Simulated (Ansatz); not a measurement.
# Run report: W₉Si₁₇, geometry relaxation (part 2 of 3)

The same run, continued: W₉Si₁₇ (defect cell, 26 atoms in the cell); DFT, PBE, plane waves, PAW, no spin polarisation (Ansatz 0.2.0); cutoff 349.7 eV, 4×4×4 k-mesh, Gaussian smearing of 0.1 eV. The structure derives from an entry of the Crystallography Open Database. The settings are looser than a standard set-up, so the numbers are not reference values.

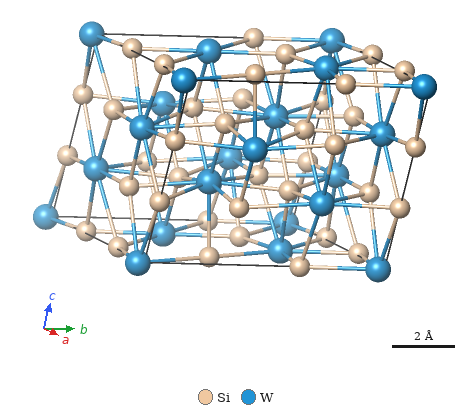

The geometry at step 8 of the log (ball-and-stick view of the cell of the calculation, seen slightly off an axis).

## The program's output, continued
```
relax step   6: F+E_penalty+E_count = -170898.59853867 eV  Δ(F+E_penalty+E_count) = -9.534e-2 eV  max|allowed force component| = 9.474e-1 eV/Å  Δτ_max = 0.0207 Å  (6 SCF iters, dr2 threshold 1.00e-4 eV, accepted)
preconditioner: auto → Kerker (q_TF=auto, 2.664 Å⁻¹)  [metal: Δε(μ)=0.009 eV  Ē_g=19.745 eV  σ=0.100 eV  W_gap=0.05  n_scr=122 (ndim 8)  ℏωp=30.3 eV  f_vac=0.002  D(μ)=11.82/eV (n_scr^D=70)]
SCF 7 converged in 6 iterations: F = -170898.621268 eV  dr2 = 1.16e-7
relax step   7: F+E_penalty+E_count = -170898.62126834 eV  Δ(F+E_penalty+E_count) = -2.273e-2 eV  max|allowed force component| = 1.974e-1 eV/Å  Δτ_max = 0.0099 Å  (6 SCF iters, dr2 threshold 1.00e-4 eV, accepted)
preconditioner: auto → Kerker (q_TF=auto, 2.664 Å⁻¹)  [metal: Δε(μ)=0.008 eV  Ē_g=19.744 eV  σ=0.100 eV  W_gap=0.05  n_scr=122 (ndim 8)  ℏωp=30.3 eV  f_vac=0.002  D(μ)=11.81/eV (n_scr^D=70)]
SCF 8 converged in 6 iterations: F = -170898.623476 eV  dr2 = 6.28e-9
relax step   8: F+E_penalty+E_count = -170898.62347612 eV  Δ(F+E_penalty+E_count) = -2.208e-3 eV  max|allowed force component| = 3.122e-2 eV/Å  Δτ_max = 0.0040 Å  (6 SCF iters, dr2 threshold 2.44e-6 eV, accepted)
SCF iter   1: F=—  HF=-170898.624453 eV  |F-HF|=—  |Δ(HF+E_count)|=         —  Δρ=2.46e-4  dr2=7.42e-4  ethr=2.41e-6  ⟨swp⟩=2.0  Hψ=4588  notcnv=0
preconditioner: auto → Kerker (q_TF=auto, 2.664 Å⁻¹)  [metal: Δε(μ)=0.008 eV  Ē_g=19.743 eV  σ=0.100 eV  W_gap=0.05  n_scr=122 (ndim 8)  ℏωp=30.3 eV  f_vac=0.002  D(μ)=11.81/eV (n_scr^D=70)]
SCF iter   2: F=—  HF=-170898.624441 eV  |F-HF|=—  |Δ(HF+E_count)|=   1.20e-5  Δρ=1.33e-4  dr2=2.51e-4  ethr=2.32e-7  ⟨swp⟩=1.0  Hψ=2873  notcnv=0
SCF iter   3: F=—  HF=-170898.624409 eV  |F-HF|=—  |Δ(HF+E_count)|=   3.25e-5  Δρ=1.95e-5  dr2=3.51e-6  ethr=7.83e-8  ⟨swp⟩=2.0  Hψ=2771  notcnv=0
SCF iter   4: F=—  HF=-170898.623856 eV  |F-HF|=—  |Δ(HF+E_count)|=   5.53e-4  Δρ=7.14e-6  dr2=2.33e-7  ethr=1.10e-9  ⟨swp⟩=2.4  Hψ=3982  notcnv=0
iter 5 did not close the SCF: its close was put off for the readings that it lacked (scf_convergence_deferred on its scf_iter line)
SCF iter   5: F=-170898.623856 eV  HF=-170898.623856 eV  |F-HF|=2.11e-8  |Δ(HF+E_count)|=   1.03e-7  Δρ=2.24e-6  dr2=3.20e-8  ethr=7.29e-11  ⟨swp⟩=2.0  Hψ=4272  notcnv=0
SCF iter   6: F=-170898.623856 eV  HF=-170898.623856 eV  |F-HF|=1.14e-9  |Δ(HF+E_count)|=   3.58e-9  Δρ=5.66e-7  dr2=1.89e-9  ethr=1.00e-11  ⟨swp⟩=6.3  Hψ=8469  notcnv=0
SCF 9 converged in 6 iterations: F = -170898.623856 eV  dr2 = 1.89e-9
relax step   9: F+E_penalty+E_count = -170898.62385616 eV  Δ(F+E_penalty+E_count) = -3.800e-4 eV  max|allowed force component| = 6.564e-3 eV/Å  Δτ_max = 0.0021 Å  (6 SCF iters, accepted)
SCF converged after 6 iterations
Free energy (F): -170898.623856 eV
Harris-Foulkes:  -170898.623856 eV  (|F-HF|=1.14e-9)
Internal energy: -170898.564700 eV  (E = F + TS)
E sigma→0 (E₀):  -170898.594278 eV
Entropy (-TS):   -0.059156 eV (-2.275 meV/atom)
Fermi energy:    17.247925 eV
--- Per-component energies (eV) ---
  E_band       = -2106.608265
  E_kinetic    = 8984.612314
  E_local      = -102915.888230  (includes V_loc(G=0)·N_el)
  E_nonlocal   = 15958.320486
  E_hartree    = 36109.997116
  E_xc         = -3612.544574
  E_vxc        = -3746.756312  (∫ρ·V_xc dr)
  E_paw        = -77180.845108  (= ΣΔE_a)
  E_vpaw       = 7393.108425  (= ΣTr[D̂ρ^β])
  E_aug_tail   = -0.000017  (compensation charges beyond the density's cutoff)
  E_ewald      = -48242.216686
  E_smearing   = -0.059156  (= −TS)
  E_closure    = -0.000000  (closes the sum)
  Σ components = -170898.623856   (vs F -170898.623856, Δ=0.00e0)
--- Forces (eV/Å), atoms counted from 1 ---
  atom   1  Si     0.00289881    -0.00289881    -0.00257654
  atom   2  Si    -0.00289881     0.00289881    -0.00257654
  atom   3  Si     0.00000000     0.00619846    -0.00656409
  atom   4  Si     0.00289881     0.00289881    -0.00257654
  atom   5  Si     0.00619846     0.00000000    -0.00656409
  atom   6  Si     0.00000000    -0.00619846    -0.00656409
  atom   7  Si    -0.00619846    -0.00000000    -0.00656409
  atom   8  Si    -0.00289881    -0.00289881    -0.00257654
  atom   9  Si    -0.00289881    -0.00289881     0.00257654
  atom  10  Si     0.00000000    -0.00619846     0.00656409
  atom  11  Si    -0.00619846     0.00000000     0.00656409
  atom  12  Si    -0.00289881     0.00289881     0.00257654
  atom  13  Si    -0.00000000    -0.00000000     0.00000000
  atom  14  Si     0.00289881    -0.00289881     0.00257654
  atom  15  Si     0.00619846     0.00000000     0.00656409
  atom  16  Si     0.00000000     0.00619846     0.00656409
  atom  17  Si     0.00289881     0.00289881     0.00257654
  atom  18  W      0.00524776     0.00524776     0.00000000
  atom  19  W      0.00000000    -0.00483049     0.00000000
  atom  20  W     -0.00483049     0.00000000    -0.00000000
  atom  21  W      0.00524776    -0.00524776     0.00000000
  atom  22  W     -0.00000000     0.00000000    -0.00000000
  atom  23  W     -0.00524776     0.00524776    -0.00000000
  atom  24  W      0.00483049     0.00000000    -0.00000000
  atom  25  W      0.00000000     0.00483049    -0.00000000
  atom  26  W     -0.00524776    -0.00524776     0.00000000
  max |Σ_I F_I| component: 3.73e-17 eV/Å
--- Stress (GPa, compression-positive) ---
       -2.195283       0.000000      -0.000000
        0.000000      -2.195283       0.000000
       -0.000000       0.000000       9.595722
  P = ⅓ Tr σ = 1.7351 GPa (17.351 kbar)
--- Band table (eV; the first three rows and the last of 13) ---
  k-point 0: bands = ["-57.9013", "-57.8988", "-57.8934", "-57.8934", "-57.8752", "-57.8748", "-57.8722", "-57.8722", "-57.5350", "-21.6931", "-21.6885", "-21.6545", "-21.6545", "-21.6415", "-21.6412", "-21.5970", "-21.5876", "-21.5876", "-21.5756", "-21.5322", "-21.5257", "-21.5232", "-21.5232", "-21.5120", "-21.5120", "-21.4663", "-21.4635", "-21.4635", "-21.4626", "-21.4603", "-21.4577", "-21.4577", "-21.4360", "-21.3118", "-21.3118", "-21.0387", "-12.7950", "-12.7405", "-12.6769", "-12.4621",
      "-12.4621", "-12.1946", "-12.1946", "-12.0536", "-11.9539", "-11.5594", "-11.5594", "-11.5244", "-11.4923", "-11.4516", "-11.4516", "-11.3577", "-11.3128", "-11.2482", "-11.2482", "-11.2192", "-11.2192", "-11.2173", "-11.1326", "-11.1212", "-10.9858", "-10.9858", "-10.9796", "-10.9796", "-10.9748", "-10.9589", "-10.9210", "-10.8997", "-10.5052", "-10.5052", "-10.4939", "-10.4939", "-10.4546", "-10.3491", "-10.2281", "-10.2281", "-10.2158", "-10.2158", "-10.1977", "-10.1957",
      "-10.1916", "-10.1801", "-10.1667", "-10.1667", "-10.0899", "-10.0034", "-10.0034", "-10.0017", "-10.0017", "-9.9039", "-9.5936", "-9.5548", "-9.4778", "-9.4191", "-9.2564", "-9.2360", "-9.2360", "-8.9469", "-8.9395", "4.1802", "7.0569", "7.0569", "7.2728", "7.3431", "7.5435", "7.5435", "7.5598", "8.2933", "8.5251", "8.8073", "8.8073", "9.0435", "10.2550", "10.7590", "10.7590", "10.8104", "11.3209", "11.5077", "11.5906", "11.6858",
      "11.7196", "11.7196", "12.2053", "12.2084", "12.2084", "12.4141", "12.4141", "12.6262", "13.5043", "14.4403", "14.4541", "14.4541", "14.7184", "14.7733", "14.8082", "14.9638", "14.9785", "14.9785", "15.0658", "15.0658", "15.2243", "15.2243", "15.2914", "15.3225", "15.4144", "15.4144", "15.5198", "15.5713", "15.5713", "15.6327", "15.7824", "15.8864", "15.8864", "15.9357", "15.9830", "16.3135", "16.4466", "17.5416", "17.5607", "17.5607",
      "17.9742", "18.1975", "18.1975", "18.2184", "18.5915", "18.7675", "19.5534", "19.6340", "19.6340", "19.8274", "19.9578", "20.2461", "20.2461", "20.2903", "20.2903", "20.3208", "20.5023", "20.5506", "20.6054", "20.6505", "20.9097", "21.0042", "21.4516", "21.4516", "21.4820", "21.7097", "21.7189", "21.7468", "21.7468", "21.8590", "21.8590", "22.0741"]
  k-point 1: bands = ["-57.9086", "-57.9084", "-57.8990", "-57.8977", "-57.8851", "-57.8805", "-57.8787", "-57.8751", "-57.5413", "-21.6994", "-21.6948", "-21.6689", "-21.6653", "-21.6543", "-21.6519", "-21.5859", "-21.5766", "-21.5718", "-21.5601", "-21.5363", "-21.5266", "-21.5223", "-21.5204", "-21.5150", "-21.5139", "-21.4817", "-21.4694", "-21.4674", "-21.4668", "-21.4649", "-21.4614", "-21.4613", "-21.4470", "-21.3175", "-21.3161", "-21.0413", "-13.1868", "-13.0862", "-12.9997", "-12.9512",
      "-12.7976", "-12.6992", "-12.6010", "-12.5209", "-12.5182", "-12.4951", "-12.4422", "-12.4029", "-12.3617", "-12.2861", "-12.2642", "-12.2414", "-12.2362", "-12.0850", "-12.0449", "-12.0180", "-11.9992", "-11.9045", "-11.8865", "-11.8096", "-11.7816", "-11.7798", "-11.7271", "-11.6982", "-11.6484", "-11.5110", "-11.4646", "-11.4544", "-11.4073", "-11.3920", "-11.2840", "-11.2571", "-11.2539", "-11.2245", "-11.1485", "-11.0988", "-11.0812", "-11.0787", "-11.0017", "-10.9294",
      "-10.9258", "-10.8574", "-10.7301", "-10.6945", "-10.6589", "-10.5803", "-10.5558", "-10.4921", "-10.3325", "-10.3014", "-10.2703", "-10.2324", "-10.1545", "-10.0580", "-9.9989", "-9.8815", "-9.6184", "-9.4944", "-9.2160", "4.3912", "6.0675", "6.9782", "7.2509", "7.4024", "7.6282", "8.0847", "8.1152", "8.1167", "8.4296", "8.6299", "8.6613", "9.3069", "10.3278", "10.3566", "10.3913", "11.0117", "11.3382", "11.3440", "11.5335", "11.5385",
      "11.6950", "11.9786", "12.2468", "12.4130", "12.7804", "12.9042", "12.9582", "13.6205", "13.8177", "14.0845", "14.2474", "14.3322", "14.4895", "14.5476", "14.6173", "14.6466", "14.7028", "14.7215", "14.7699", "14.7719", "14.9433", "14.9453", "15.1083", "15.2492", "15.3686", "15.3935", "15.4212", "15.5612", "15.5910", "15.8011", "15.8298", "15.9614", "16.1235", "16.2021", "16.2332", "16.3679", "16.4445", "17.2434", "17.2454", "17.3012",
      "17.5530", "17.8191", "17.9379", "18.0597", "19.0759", "19.2727", "19.2988", "19.5851", "19.7358", "19.7630", "19.9546", "19.9901", "20.1432", "20.2698", "20.2773", "20.3596", "20.4144", "20.5986", "20.6397", "20.8602", "20.9864", "21.0297", "21.1145", "21.3121", "21.3513", "21.5479", "21.6428", "21.6942", "21.7403", "21.7839", "21.8716", "21.9230"]
  k-point 2: bands = ["-57.9087", "-57.9074", "-57.9041", "-57.8990", "-57.8856", "-57.8845", "-57.8800", "-57.8752", "-57.5425", "-21.7013", "-21.6996", "-21.6781", "-21.6731", "-21.6618", "-21.6562", "-21.5737", "-21.5608", "-21.5581", "-21.5421", "-21.5373", "-21.5274", "-21.5175", "-21.5165", "-21.5135", "-21.5129", "-21.4960", "-21.4706", "-21.4688", "-21.4675", "-21.4671", "-21.4658", "-21.4637", "-21.4621", "-21.3214", "-21.3186", "-21.0419", "-13.3679", "-13.0966", "-12.9803", "-12.8535",
      "-12.7256", "-12.7246", "-12.6344", "-12.6301", "-12.5815", "-12.5026", "-12.4646", "-12.4383", "-12.3561", "-12.3512", "-12.2876", "-12.2562", "-12.1954", "-12.1586", "-12.1282", "-12.0662", "-12.0327", "-11.9894", "-11.9759", "-11.9299", "-11.8559", "-11.8456", "-11.8349", "-11.8070", "-11.7334", "-11.5929", "-11.5891", "-11.5588", "-11.5539", "-11.4884", "-11.4570", "-11.4110", "-11.3248", "-11.2729", "-11.2667", "-11.2650", "-11.2079", "-11.1470", "-11.1372", "-11.1030",
      "-11.0903", "-10.9824", "-10.9665", "-10.9012", "-10.8851", "-10.8716", "-10.8456", "-10.8284", "-10.8278", "-10.7259", "-10.6225", "-10.6203", "-10.5237", "-10.3822", "-10.3043", "-10.0708", "-9.9134", "-9.6270", "-9.3939", "4.8431", "5.2755", "6.8468", "7.3085", "7.7158", "7.8098", "7.9231", "7.9976", "8.0027", "8.5056", "8.9716", "9.0172", "9.1464", "9.2240", "10.2464", "10.9910", "11.0948", "11.2152", "11.3036", "11.3801", "11.7534",
      "12.1911", "12.2575", "12.6285", "12.8366", "13.0170", "13.1743", "13.5012", "13.5937", "13.6964", "13.8806", "13.9901", "13.9980", "14.1009", "14.2777", "14.3536", "14.5647", "14.5700", "14.6368", "14.6427", "14.7561", "14.9687", "14.9724", "14.9919", "14.9997", "15.0148", "15.4249", "15.5023", "15.7239", "15.8162", "15.8280", "15.8424", "16.0943", "16.2708", "16.2971", "16.4185", "16.4848", "16.6376", "16.6568", "16.7585", "16.9312",
      "17.4585", "17.6239", "17.6728", "17.8592", "18.9733", "19.1352", "19.2826", "19.6568", "19.6915", "19.7822", "19.8761", "20.1253", "20.2296", "20.2375", "20.2654", "20.2879", "20.3470", "20.3947", "20.6207", "20.6919", "20.7036", "20.8355", "21.2091", "21.2846", "21.3881", "21.4570", "21.4857", "21.5802", "21.8133", "21.8605", "22.0227", "22.1632"]
```
